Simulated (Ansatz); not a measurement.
**SiO: density, localisation and related maps**

```cif
data_structure
_symmetry_space_group_name_H-M 'P 1'
_symmetry_Int_Tables_number 1
_cell_length_a 5.0143
_cell_length_b 5.0143
_cell_length_c 5.0143
_cell_angle_alpha 90.000
_cell_angle_beta 90.000
_cell_angle_gamma 90.000
_cell_volume 126.08
loop_
_atom_site_label
_atom_site_type_symbol
_atom_site_fract_x
_atom_site_fract_y
_atom_site_fract_z
_atom_site_occupancy
Si1 Si 0.75000 0.75000 0.25000 1
Si2 Si 0.25000 0.75000 0.75000 1
Si3 Si 0.25000 0.25000 0.25000 1
Si4 Si 0.75000 0.25000 0.75000 1
O1 O 0.50000 0.50000 0.00000 1
O2 O 0.00000 0.50000 0.50000 1
O3 O 0.00000 0.00000 0.00000 1
O4 O 0.50000 0.00000 0.50000 1
```

Space group F-43m; a generated structure, not necessarily the stable one.

The calculation used Kohn-Sham DFT of a periodic cell, B3LYP, Ansatz PAW in Ansatz 0.2.0.

Core electrons are frozen (PAW), and the valence fields are smoothed inside the atomic spheres.

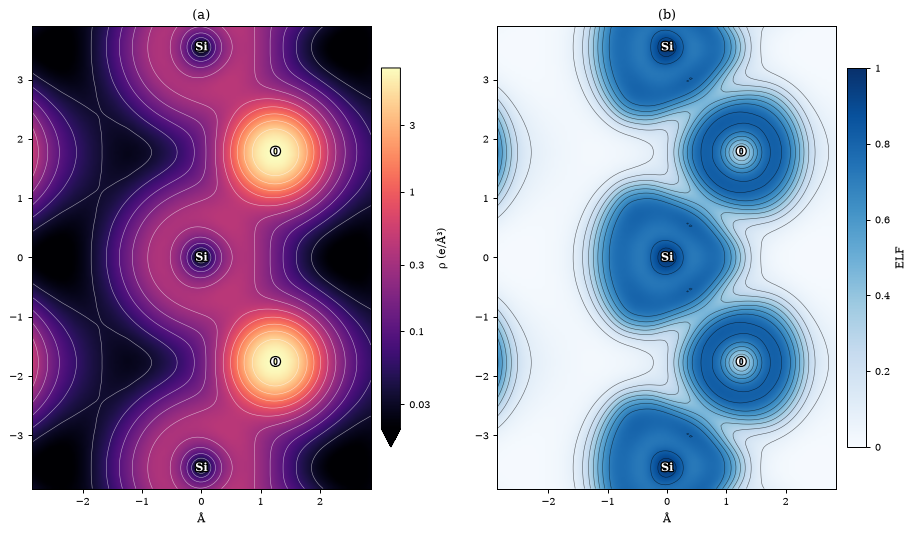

Figure 1. (a) valence pseudo-density; (b) electron localisation function on the (101) plane of the conventional cell.

### Read the bonding off the picture.

- Atoms in the plane: Si and O.
- Si–O (2.17 Å): ρ is about 0.43 e/Å³ halfway; the ELF peaks at about 0.80 in the valence shell of O, 0.6 Å from its nucleus, and drops to about 0.45 between the two atoms.
- Between the atoms the lowest density in this plane is 0.02 e/Å³.

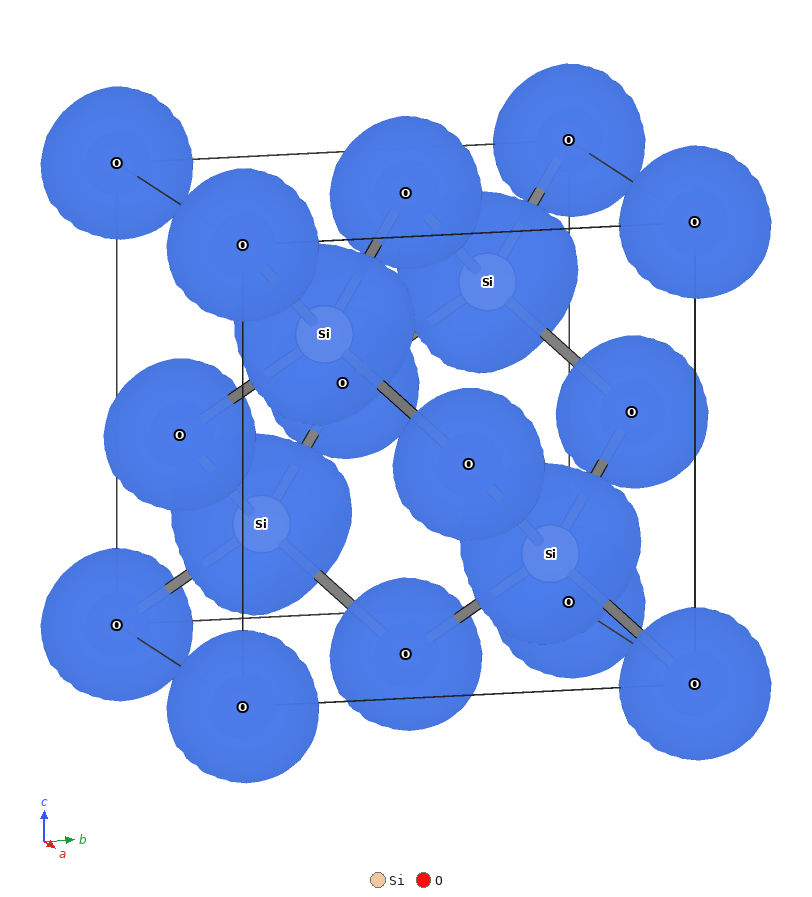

Figure 2. Isosurface of the ELF at 0.7 (blue), seen at an oblique angle. Core shells and regions of very low density are left out. Sticks mark near contacts.

### What do the ELF domains correspond to?

The surface consists of four regions wrapped around O (the valence shell of each) and four regions wrapped around Si (the valence shell of each), counted in one cell of 8 atoms. Any copies at cell faces, edges or corners count once.

### Does the calculation give a band gap?

It is gapped, with a Kohn–Sham gap of 0.92 eV on the k-point mesh (the band edges may lie off the mesh, which would make the gap smaller).
